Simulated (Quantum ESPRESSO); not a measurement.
# Zone-centre optical phonons of zinc-blende BAs under biaxial strain in the (001) plane: LDA linear response

Whether the strain in a BAs film can be read from a Raman line with a single constant depends on how straight the line of frequency against strain is, and on which component of the mode is observed. The question matters wherever BAs is considered as a heat-spreading layer, since a film bonded to another material is strained by mismatch and by cooling. The calculation stretches or compresses the crystal equally along x and y, lets z relax to zero stress, and follows the optical mode as it divides into a singlet polarised along z and a doublet polarised in the plane. Shifts are counted from the unstrained crystal at the same level, 700.92 cm⁻¹, and tension is positive. The table holds no measured frequencies, so it tests the calibration's shape and not its absolute accuracy.

## Systems and settings

One crystal, BAs (zinc-blende) (known phase), relaxed once; z is the cube axis [001]. The cell was strained equally along x and y, with the z edge set so that the stress along z vanishes. Forces on the atoms are under 0.01 eV/Å in every row. Program: Quantum ESPRESSO 7.5, plane waves, LDA, PseudoDojo norm-conserving potentials, scalar-relativistic, no spin-orbit coupling, no spin; linear response. Plane-wave runs: cutoff 1197 eV; k meshes with a least product of divisions and cell-vector length from 25 to 27 Å; fixed occupations. The tabled runs alone: cutoff 1197 eV, k length 26 to 27 Å, k mesh 8×8×8.

Notes on method and selection:

- Harmonic values at the static lattice; measured values carry thermal expansion and anharmonic shifts at their temperature.
- For a cubic two-atom crystal the shifts follow, to first order in strain, the phonon deformation potentials p and q: singlet Δω = [p·ε_zz + q·(ε_xx + ε_yy)]/(2ω₀), doublet Δω = [p·ε_xx + q·(ε_yy + ε_zz)]/(2ω₀).
- In a polar crystal the macroscopic field, left out here, lifts whichever component is longitudinal for the scattering geometry, at rest by 4.0 cm⁻¹.
- Runs that did not converge, have known faults or may not be shown are not listed, and runs on Ansatz's PAW sets soft_1 and soft_2 are kept to separate tables.

Columns:

- biaxial strain (%): equal strain along x and y; tension positive.
- strain along z (%): strain along z that goes with it.
- stress (GPa): stress along x, tension positive.
- singlet mode (cm⁻¹): zone-centre optical mode, singlet, polarised along z; no LO-TO term, no sum rule.
- doublet mode (cm⁻¹): zone-centre optical mode, doublet, polarised in the x-y plane; no LO-TO term, no sum rule.
- splitting (cm⁻¹): singlet minus doublet.

Input lines of one member:

```
phonons
 &inputph
    prefix='x',
    outdir='./tmp',
    fildyn='s.dyn',
    tr2_ph=1.0d-18,
    epsil=.true.,
 /
0.000000000000 0.000000000000 0.000000000000
```

Command (options for logging and memory left out): `OMP_NUM_THREADS=1 mpirun -n 4 ph.x -nk 4 -in ph.in > ph.out`

## Results

| member | biaxial strain (%) | strain along z (%) | stress (GPa) | singlet mode (cm⁻¹) | doublet mode (cm⁻¹) | splitting (cm⁻¹) |
| --- | --- | --- | --- | --- | --- | --- |
| −3.0 % | −3 | 1.56 | −10.93 | 732.51 | 731.23 | 1.28 |
| −2.0 % | −2 | 1.04 | ? | ? | ? | ? |
| −1.0 % | −1 | 0.52 | −3.37 | 711.13 | 711.41 | −0.28 |
| +0.0 % | 0 | 0.00 | 0.01 | 700.92 | 700.92 | 0.00 |
| +1.0 % | 1 | −0.53 | 3.14 | 691.12 | 690.16 | 0.96 |
| +2.0 % | 2 | −1.05 | 6.05 | 681.53 | 678.97 | 2.56 |
| +3.0 % | 3 | −1.58 | 8.74 | 672.28 | 667.47 | 4.81 |

Cells marked ? are withheld until the estimate has been made.

Least-squares fits to the members shown, with x = biaxial strain (%); R² and errors in the fitted variable (y, or ln y where the fit is in ln y):

| y | members | fit | R² | rms residual | leave-one-out rms | the same for the mean of the others |
| --- | --- | --- | --- | --- | --- | --- |
| singlet mode (cm⁻¹) | 6 | y = 701.6 − 10.03 x | 1.00 | 0.60 | 1.2 | 24 |
| doublet mode (cm⁻¹) | 6 | y = 700.24 − 10.628 x | 1.00 | 0.66 | 1.3 | 25 |

## What drives the series

Both components fall at every step from compression to tension. Between −1 % and +1 % the singlet changes by (691.12 − 711.13) / 2 = −10.0 cm⁻¹ per per cent of strain and the doublet by (690.16 − 711.41) / 2 = −10.6 cm⁻¹ per per cent.

The common part of the shift follows the volume. One per cent of biaxial tension shortens z by about 0.53 %, so the volume grows by about 2 × 1 − 0.53 = 1.47 % and each bond lengthens by a third of that, 1.47 / 3 = 0.49 %. Longer bonds are softer. The mean of the three modes falls by (10.0 + 2 × 10.6) / 3 = 10.4 cm⁻¹, which gives a Grüneisen parameter of 10.4 / (700.92 × 1.47 / 100) = 1.0.

The splitting is much smaller, and its origin is less simple. All four bonds of an atom stay equal in length but tilt towards the plane under tension. With bond-stretching springs alone, the stiffness along an axis goes as the square of the bonds' direction cosine, and the frequency as the root of the stiffness. To first order the tilt would then put the singlet below the doublet by the frequency times the difference between the in-plane strain and the strain along z, 700.92 × (1 + 0.53) / 100 = 10.7 cm⁻¹ at +1 %. The table has it above, by 0.96 cm⁻¹ at +1 %. Forces that depend on bond angles, or reach beyond nearest neighbours, must therefore outweigh the tilt; which of them does so is left open.

The splitting is also far from linear. It is 0.96 cm⁻¹ at +1 % and 1.28 cm⁻¹ at −3 %, so its size and sign do not identify the sign of the strain. The shift of either line does.

In backscattering from a (001) surface the allowed mode is the one polarised along z, so the singlet slope applies: a shift of 1 cm⁻¹ corresponds to 0.10 % of strain. That mode is then longitudinal, and its reference must include the 4.0 cm⁻¹ lift by the macroscopic field; any change of this lift with strain is missing from the slope. The constant serves for small strains. At +3 % it predicts a fall of 30.0 cm⁻¹ where the table gives 28.64 cm⁻¹, an error of about 0.14 % in strain.

## A prediction

Plain estimates from the members shown:

- −2.0 %, fit at x = −2: 721.66 cm⁻¹
- −2.0 %, straight-line interpolation between −3.0 % and −1.0 %: w = (−2 − (−3)) / (−1 − (−3)) = 0.500, so 732.51 + 0.500 × (711.13 − 732.51) = 721.82 cm⁻¹

The member at −2 % lies midway between two shown members, so interpolation is the natural route, but the singlet curve is bent. Its slope weakens from −10.69 cm⁻¹ per per cent between −3 % and −1 % to −9.25 between +2 % and +3 %. A chord across such a curve runs above it, and the straight-line value of 721.82 cm⁻¹ is therefore slightly high.

The bend can be taken from the second differences at 0, +1 and +2 %, which are 711.13 + 691.12 − 2 × 700.92 = 0.41, 700.92 + 681.53 − 2 × 691.12 = 0.21 and 691.12 + 672.28 − 2 × 681.53 = 0.34 cm⁻¹, with a mean of (0.41 + 0.21 + 0.34) / 3 = 0.32 cm⁻¹. At the midpoint of a chord two per cent wide, the excess is half the second difference: 721.82 − 0.32 / 2 = 721.66 cm⁻¹.

The same correction can be tried on the members at 0, +1 and +2 %, each time with the bend taken from the other two second differences. The misses are 0.07, 0.08 and 0.02 cm⁻¹, or 0.06 cm⁻¹ root mean square, and this is taken as the error.

The linear fit gives the same 721.66 cm⁻¹, but that agreement adds no support. The fit lies below the calculated value at −3 % and above it at −1 %, so it has to cross the curve somewhere between them, and its typical residual is 0.60 cm⁻¹.

**Committed estimate, −2.0 %: singlet mode = 721.66 ± 0.06 cm⁻¹.**

## The answer

| member | biaxial strain (%) | strain along z (%) | stress (GPa) | singlet mode (cm⁻¹) | doublet mode (cm⁻¹) | splitting (cm⁻¹) |
| --- | --- | --- | --- | --- | --- | --- |
| −2.0 % | −2 | 1.04 | −7.01 | 721.66 | 721.52 | 0.14 |

| member | estimate | singlet mode (cm⁻¹) | computed | estimate − computed | miss in error bars |
| --- | --- | --- | --- | --- | --- |
| −2.0 % | committed | 721.66 | 721.66 | 0.00 | 0.0 |
| −2.0 % | fit | 721.66 | 721.66 | 0.00 |  |
| −2.0 % | interpolation | 721.82 | 721.66 | +0.16 |  |

singlet mode (cm⁻¹) against biaxial strain (%):

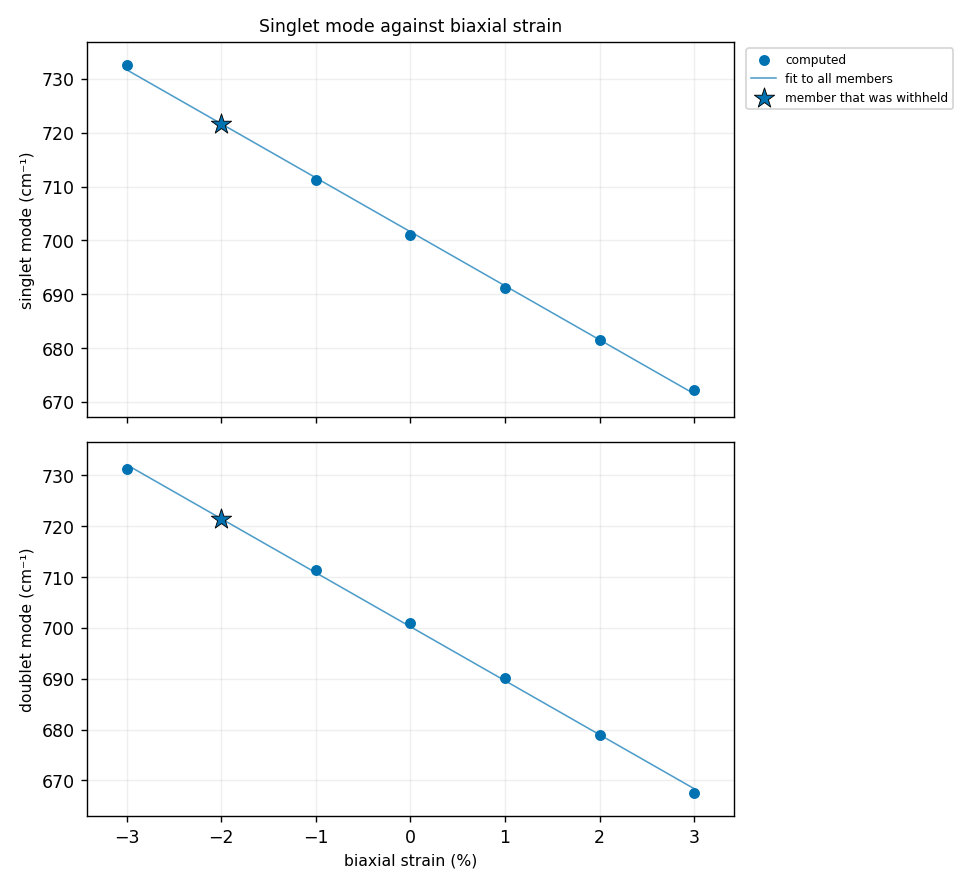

The estimate of 721.66 cm⁻¹ agrees with the computed value to the last printed digit, well inside its error bar of 0.06 cm⁻¹. So close a hit is partly chance, since the same route missed by up to 0.08 cm⁻¹ on the shown members. Straight-line interpolation came out 0.16 cm⁻¹ too high, as expected for a chord across this curve. The linear fit did as well as the committed estimate.

The argument that held is that the bend found from 0 to +2 % carries over to compression. The second difference at −2 % is 732.51 + 711.13 − 2 × 721.66 = 0.32 cm⁻¹, equal to the mean that was assumed.

The new row also shows how little the splitting says about strain. The singlet lies 0.14 cm⁻¹ above the doublet at −2 % and 0.28 cm⁻¹ below it at −1 %, so a nearly unsplit line can belong to a strongly compressed crystal.

## Departures from the trend

Least-squares fits to the whole series, with x = biaxial strain (%); R² and errors in the fitted variable (y, or ln y where the fit is in ln y):

| y | members | fit | R² | rms residual | leave-one-out rms | the same for the mean of the others |
| --- | --- | --- | --- | --- | --- | --- |
| singlet mode (cm⁻¹) | 7 | y = 701.6 − 10.03 x | 1.00 | 0.56 | 0.91 | 23 |
| doublet mode (cm⁻¹) | 7 | y = 700.24 − 10.630 x | 1.00 | 0.61 | 1.0 | 25 |

Largest departures from the fit to the whole series:

| member | singlet mode (cm⁻¹) | fit | computed − fit | in rms residuals |
| --- | --- | --- | --- | --- |
| −3.0 % | 732.51 | 731.69 | +0.82 | 1.5 |
| +3.0 % | 672.28 | 671.51 | +0.77 | 1.4 |
| +0.0 % | 700.92 | 701.60 | −0.68 | 1.2 |
| −1.0 % | 711.13 | 711.63 | −0.50 | 0.9 |

The largest departures, +0.82 cm⁻¹ at −3 % and +0.77 cm⁻¹ at +3 %, belong to a regular pattern: the computed values lie above the line at both ends and below it in the middle, by 0.68 cm⁻¹ at rest. This is what a straight line leaves over from a smooth curve. A parabola with the second difference of 0.32 cm⁻¹ departs from its fitted line by 0.16 × (x² − 4), which is 0.16 × (9 − 4) = 0.80 cm⁻¹ at ±3 %, 0.16 × (0 − 4) = −0.64 cm⁻¹ at rest and zero at ±2 %. That is why the linear fit did so well at −2 %.

The bend is not a plain effect of volume. The singlet's fall slows towards tension, from 10.85 to 9.25 cm⁻¹ per per cent between the first and last steps, while the doublet's quickens from 9.71 to 11.50. A stiffness set by volume alone would bend both alike, so the second-order response must depend on direction.

## Summary

From −3 to +3 % the singlet follows 700.92 − 10.03 x + 0.16 x² (cm⁻¹, x in per cent) to within 0.07 cm⁻¹ in every row, against an rms residual of 0.56 cm⁻¹ for the straight line. A further member inside this range can be estimated to about 0.1 cm⁻¹ at the same level of theory.

In terms of stress, the slope between −1 and +1 % is (691.12 − 711.13) / (3.14 + 3.37) = −3.07 cm⁻¹ per GPa of biaxial stress, so a shift of 1 cm⁻¹ stands for about 0.33 GPa.

No omitted effect is expected to exceed the 60 cm⁻¹ that the singlet covers here, but the boron isotope comes nearest. From the reduced masses, pure ¹⁰B puts the line roughly 30 cm⁻¹ above pure ¹¹B, as much as 3 % of compression would. The unstrained reference must therefore have the same isotopic make-up as the film, and be measured at the same temperature.

[Logs are printed without paths, hosts, clocks, repeated set-up lines and the standing remarks that a program may print on its own settings, such as how far it seeks lower states.]
